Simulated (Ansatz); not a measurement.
## Electronic structure of O in real space

Input file:

```
crystal:
  lattice:
    - [0.0, -3.606548178, 0.0]
    - [-2.0057619042, 0.0, 3.6538976902]
    - [-4.0990886026, 0.0, -3.9660773316]
  atoms:
    - { symbol: O, position: [0.5, 0.561838485, 0.4144497544], spin: 0.61 }
    - { symbol: O, position: [0.0, 0.061838485, 0.9144497544], spin: 0.61 }
    - { symbol: O, position: [0.5, 0.438161515, 0.5855502456], spin: 0.61 }
    - { symbol: O, position: [0.0, 0.938161515, 0.0855502456], spin: 0.61 }
basis:
  ecutwfc: 420
kpoints:
  mp_grid: { grid: [6, 6, 4] }
hamiltonian:
  xc: pbe
  dispersion: d3bj
scf:
  occupations: { method: gaussian, width: 0.05 }
output:
  forces: true
  stress: true
  eigenvalues: true
  populations: true
  write_density: true
  write_potential: true
  elf: true
  volumetric_format: npy
magnetization:
  spin_polarized: true
```

Run with:

```sh
ansatz run input.yaml --threads 1 --pin off --max-ram 2560MiB --backend cpu --events-out ev --progress --plain --runs-dir out
```

Below, planes, directions and counts refer to the conventional cell (a = 6.11 Å, b = 3.61 Å, c = 4.17 Å, α = 90.00°, β = 115.84°, γ = 90.00°).

Space group C2/m; spin-polarised.

Level of theory: DFT PBE+D3(BJ), scalar-relativistic, plane waves, PAW (Ansatz).

The density is the valence pseudo-density of a PAW calculation; it isn't the true density close to the nuclei.

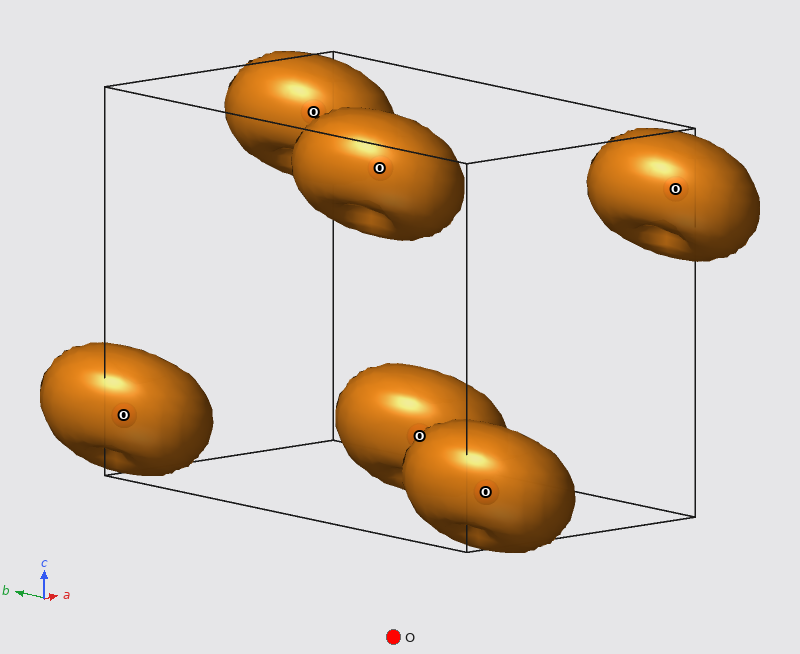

Figure 1. Isosurfaces of the spin density (up minus down) at +0.15 (orange) and −0.15 e/Å³ (purple), seen at an oblique angle.

**Where is the spin, and how is it ordered?**

The spin density sits on O: +0.6 μB (×4) in one cell of 4 atoms: parallel moments (a ferromagnetic arrangement) in this solution. The cell of the calculation (4 atoms) carries 4.0 μB of net spin moment. Only one sign reaches the isovalue.

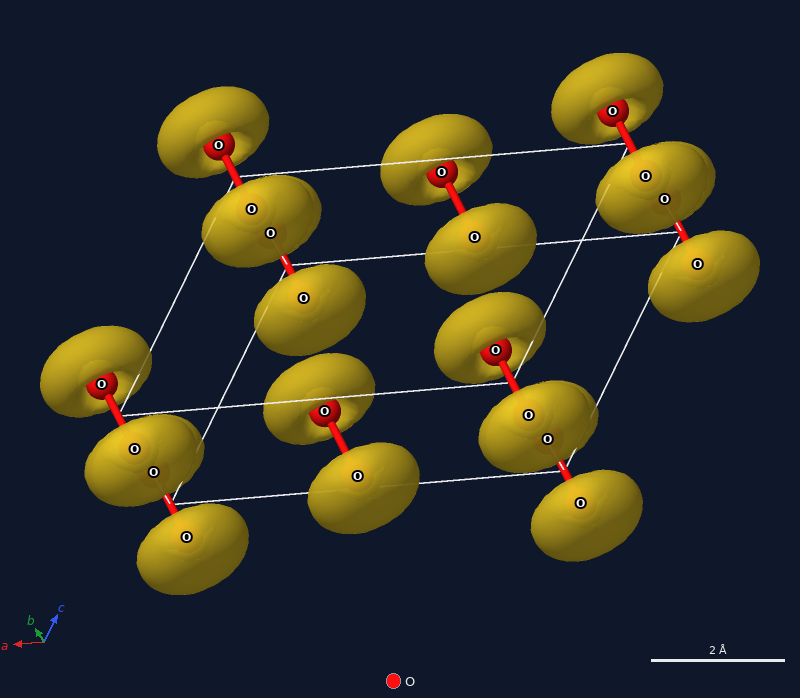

Figure 2. Isosurface of the electron localisation function at 0.8 (yellow), seen at an oblique angle. Only the valence region is drawn (cores and ρ < 0.01 e/Å³ removed). Sticks mark near contacts.

**Where are the electrons localised?**

The ELF exceeds this value in four lobes on O, pointing away from the bonds (non-bonding electrons, which may merge into one lobe), counted in one cell of 4 atoms. Regions shared between cells count once.


O–O (1.22 Å): the ELF peaks at about 0.75 between the atoms (inside overlapping PAW spheres, so only a guide); a covalent bond.

**Metal or insulator at this level of theory?**

It is gapped, with a Kohn–Sham gap of 1.6 eV on the k-point mesh (the band edges may lie off the mesh, which would make the gap smaller).
